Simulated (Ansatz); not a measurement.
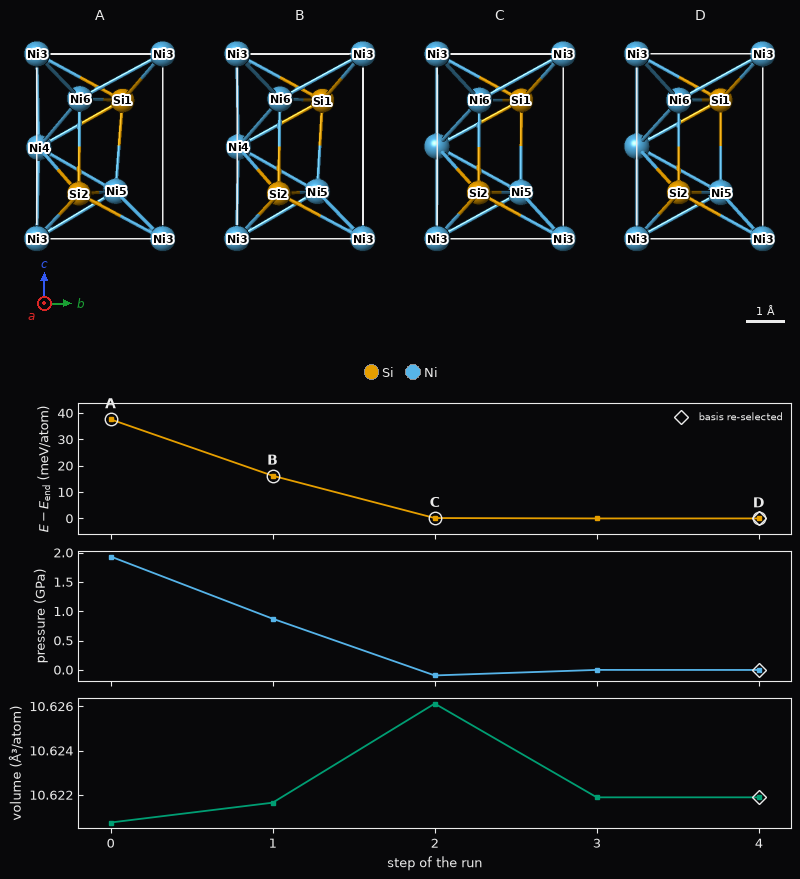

Frames of a relaxation of solid SiNi2 (set up in P1), marked on the history of the run. Style: ball-and-stick. Shown: the cell of the calculation, along the a axis.

Case: all atoms moved at random, sigma 0.05 Å for each component; relaxed back.

These are results of DFT PBEsol, scalar-relativistic, plane waves, PAW in Ansatz, not measurements. Set-up: plane-wave cutoff 420 eV; k-point mesh 12 × 12 × 8; occupations gaussian; smearing width 0.15 eV; no spin polarisation; cell and atoms relaxed; force threshold 0.01 eV/Å; at most 80 steps.

**Describe the path.**

After 3 accepted moves (4 points after the start) the energy has fallen by 37.6 meV per atom. Largest force component: 2.2 eV/Å at the start, 0.0013 eV/Å at the end. The pressure goes from 1.93 to 0.00 GPa. At 1 point the geometry stayed and the basis and grid were re-selected for the new cell (energy shift of less than 0.05 meV per atom at most each time). Ni5 moves most: 0.14 Å roughly along [1 2 0]. By element the largest moves are Ni 0.14 Å, Si 0.07 Å. The lattice vectors keep their values. Near-neighbour distances that change, for instance: Ni4–Ni5 2.352 → 2.549 Å, Si2–Ni5 2.377 → 2.233 Å, Si2–Ni5 (another image) 2.120 → 2.233 Å, Ni3–Ni5 2.444 → 2.549 Å. The space group (tolerance 0.01 Å) goes from P1 (No. 1) to P6_3/mmc (No. 194). Cost: 3.6 min on 2 threads of Intel(R) Xeon(R) 6975P-C (Granite Rapids), on a shared host, peak memory 1.5 GiB. From step 0 to 1: Ni5 moves most (0.04 Å), energy −21.4 meV per atom. From step 1 to 2: Ni5 moves most (0.09 Å), energy −16.1 meV per atom. From step 2 to 4: energy −0.2 meV per atom.

```tsv
step	E − E(0), meV/atom	largest force component, eV/Å	pressure, GPa	volume, Å³/atom	note
0	0.00	2.1625	1.93	10.621	
1	-21.40	1.3623	0.87	10.622	
2	-37.46	0.0203	-0.10	10.626	
3	-37.61	0.0013	0.00	10.622	
4	-37.61	0.0013	0.00	10.622	same geometry, new basis
```

Limits of the set-up: an element that often carries a moment was run without spin polarisation.
